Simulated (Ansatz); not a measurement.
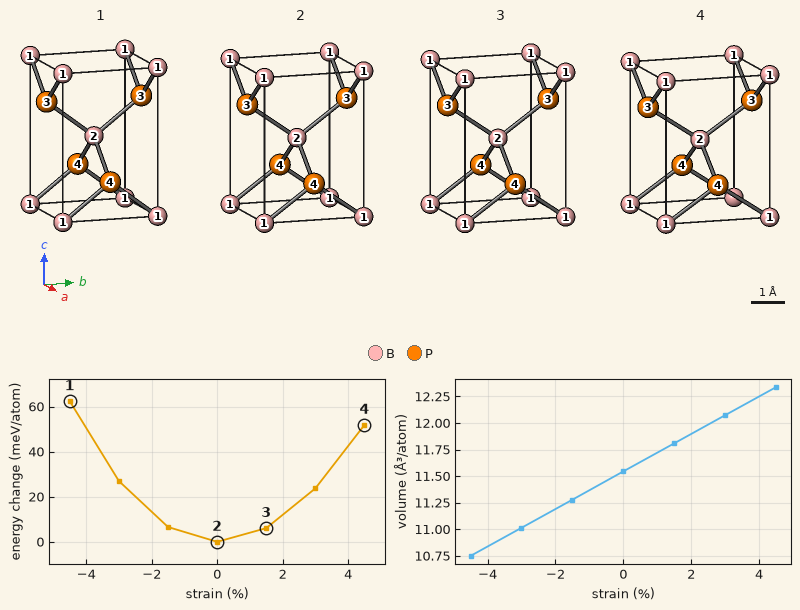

Members of a series of calculations on crystalline BP (set up in F-43m), marked on the first curve. The picture is a ball-and-stick view of the cell of the calculation, seen slightly off an axis.

These are results of Ansatz, DFT PBEsol, scalar-relativistic, plane waves, PAW, not measurements. Set-up: plane-wave cutoff 420 eV; k-point mesh 8 × 8 × 6; occupations gaussian; smearing width 0.02 eV; no spin polarisation.

### Which kind of strain is it, and how does the structure respond?

Biaxial strain in the a–b plane, c and atoms relaxed. 1 (strain −4.5 %): energy change 62.3 meV/atom, volume 10.75 Å³ per atom. 2 (strain 0.0 %): energy change 0.0 meV/atom, volume 11.54 Å³ per atom. 3 (strain 1.5 %): energy change 6.1 meV/atom, volume 11.81 Å³ per atom. 4 (strain 4.5 %): energy change 51.9 meV/atom, volume 12.34 Å³ per atom. The rest compares 1 with 4. The drawn cell changes as follows: a = b 3.052 → 3.340 Å (+9.4 %), c 4.615 → 4.424 Å (−4.1 %); the volume changes by +14.8 %. Among the bonded contacts that change: B–P 1.913 → 2.003 Å.
